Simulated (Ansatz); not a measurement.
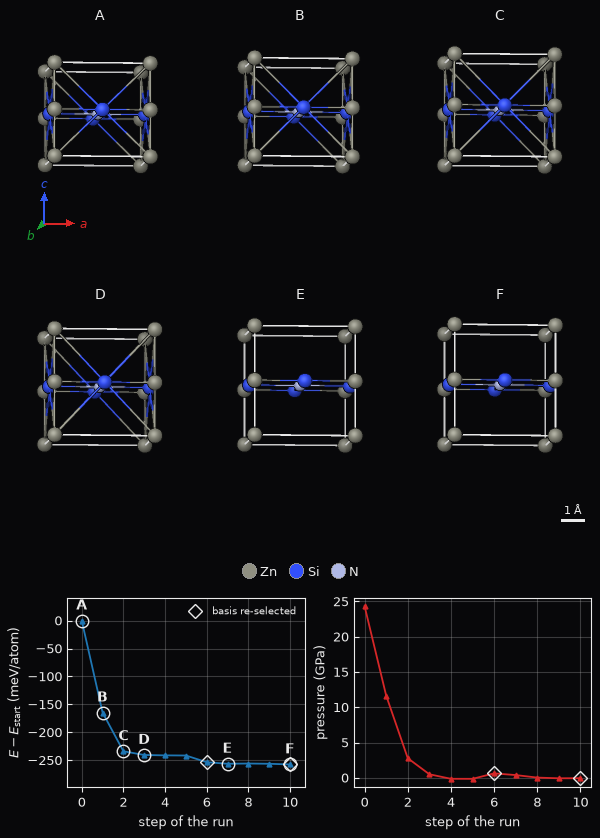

Frames of a relaxation of crystalline Zn2Si2N (a generated structure, set up in P4/mmm) (coarse preliminary run), marked on the history of the run. A ball-and-stick model of the cell of the calculation, seen from a free direction.

Computed with DFT PBE, scalar-relativistic, plane waves, PAW (Ansatz 0.2.0). Set-up: plane-wave cutoff 420 eV; k-point mesh 4 × 4 × 4; occupations gaussian; smearing width 0.1 eV; no spin polarisation; cell and atoms relaxed; force threshold 0.04 eV/Å; at most 70 steps.

What happens along the run?

Answer. The atoms keep their places relative to the cell (all moves are under 0.005 Å). Cell: a = b 4.237 → 4.463 Å (+5.3 %), c 4.134 → 4.888 Å (+18.2 %). Volume +31.2 %. Some distances before and after: Zn–Zn 2.067 → 2.444 Å, Si–Zn 2.960 → 3.310 Å, Si–Zn 2.119 → 2.232 Å, N–Si 2.119 → 2.232 Å. The space group stays P4/mmm (No. 123). Over 8 accepted moves (10 points after the start) the energy falls by 258 meV per atom. All forces vanish by symmetry, so only the cell relaxes. Pressure: 24.33 GPa at the start and −0.06 GPa at the end. At 2 points the geometry stayed and the basis and grid were re-selected for the new cell (energy shift of 12.0 meV per atom at most each time). The run took 17 s on 1 thread of Intel(R) Xeon(R) 6975P-C (Granite Rapids), with other jobs on the host, peak memory 0.44 GiB. From step 0 to 1: volume +9.5 %, energy −165 meV per atom. From step 1 to 2: volume +9.4 %, energy −69.3 meV per atom. From step 2 to 3: volume +4.3 %, energy −6.7 meV per atom. From step 3 to 7: volume +3.4 %, energy −15.7 meV per atom. From step 7 to 10: volume +1.5 %, energy −1.2 meV per atom.

```json
{"step": "0", "E − E(0), meV/atom": "0.00", "pressure, GPa": "24.33", "volume, Å³/atom": "14.845", "note": ""}
{"step": "1", "E − E(0), meV/atom": "-164.62", "pressure, GPa": "11.65", "volume, Å³/atom": "16.260", "note": ""}
{"step": "2", "E − E(0), meV/atom": "-233.91", "pressure, GPa": "2.78", "volume, Å³/atom": "17.785", "note": ""}
{"step": "3", "E − E(0), meV/atom": "-240.59", "pressure, GPa": "0.50", "volume, Å³/atom": "18.558", "note": ""}
{"step": "4", "E − E(0), meV/atom": "-241.27", "pressure, GPa": "-0.14", "volume, Å³/atom": "18.623", "note": ""}
{"step": "5", "E − E(0), meV/atom": "-241.50", "pressure, GPa": "-0.15", "volume, Å³/atom": "18.561", "note": ""}
{"step": "6", "E − E(0), meV/atom": "-253.54", "pressure, GPa": "0.62", "volume, Å³/atom": "18.561", "note": "same geometry, new basis"}
{"step": "7", "E − E(0), meV/atom": "-256.29", "pressure, GPa": "0.38", "volume, Å³/atom": "19.188", "note": ""}
{"step": "8", "E − E(0), meV/atom": "-255.85", "pressure, GPa": "0.03", "volume, Å³/atom": "19.558", "note": ""}
{"step": "9", "E − E(0), meV/atom": "-256.30", "pressure, GPa": "-0.07", "volume, Å³/atom": "19.478", "note": ""}
{"step": "10", "E − E(0), meV/atom": "-257.51", "pressure, GPa": "-0.06", "volume, Å³/atom": "19.478", "note": "same geometry, new basis"}
```

Limits of the set-up: the k-point mesh is coarse for a cell with partly filled bands.
